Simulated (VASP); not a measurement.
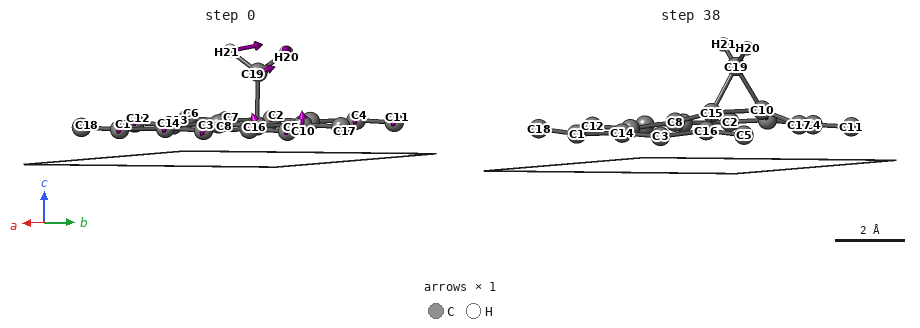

The structure of a slab of composition H2C19 before (left) and after (right) a relaxation, at one scale. The purple arrows give the displacements, at their true length.

The picture is a ball-and-stick view of the cell of the calculation, outlined in the plane, without the vacuum (origin shifted), seen from a free direction.

The run lets the atoms move in a fixed cell.

Theory: Kohn-Sham DFT of a periodic cell, PBE with D3(BJ), VASP PAW PBE potentials, recommended (VASP).

Input
```
SYSTEM = H2C19
PREC     = Accurate       ! precision mode
ENCUT    = 520            ! plane-wave cutoff, eV
EDIFF    = 1E-6           ! SCF threshold, eV
ISMEAR   = 0              ! smearing method
SIGMA    = 0.05           ! smearing width, eV
LREAL    = Auto         
LASPH    = .TRUE.         ! aspherical terms in the spheres
NELM     = 80             ! most SCF steps
ALGO     = Fast           ! electronic algorithm
ISIF     = 2              ! what is computed and relaxed
LWAVE    = .FALSE.        ! write WAVECAR
LCHARG   = .FALSE.        ! write CHGCAR
GGA      = PE             ! functional
IVDW     = 12             ! dispersion correction
IBRION   = 2              ! ionic algorithm
NSW      = 80             ! ionic steps
EDIFFG   = -0.03          ! ionic threshold
```

Run as
```bash
cat potpaw_PBE.64/C/POTCAR potpaw_PBE.64/H/POTCAR > POTCAR
mpirun -np 1 vasp_std > vasp.out
```

Summarise the run.

Answer. The run was cut off at its time limit before the relaxation converged, so the last structure is only a point on the way. Over 38 geometry steps the energy falls by 2.436 eV per cell of the calculation. Largest force component: 2.8 eV/Å at the start, 0.6 eV/Å at the end. The atom that moves furthest relative to the layer's centre is an H atom (1.11 Å at 82° to the normal (+c side)). By element the largest moves are H 1.11 Å, C 0.55 Å. The cell doesn't change. Near-neighbour distances that change, for instance: C–C 2.055 → 1.534 Å, C–C 2.071 → 2.527 Å, C–C 1.424 → 1.572 Å, C–C 1.424 → 1.482 Å. New bonds form, among them: C–C (2.06 → 1.53 Å). Bond angles that change, for instance: C–C–C 87.1° → 59.5°, C–C–C 87.9° → 115.4°, C–C–C 94.9° → 117.4°. At step 1 the optimiser overshot: the energy rose above the start, and later steps came back. It ran on 1 thread of Intel(R) Xeon(R) Platinum 8375C CPU @ 2.90GHz (Ice Lake), on a shared host.
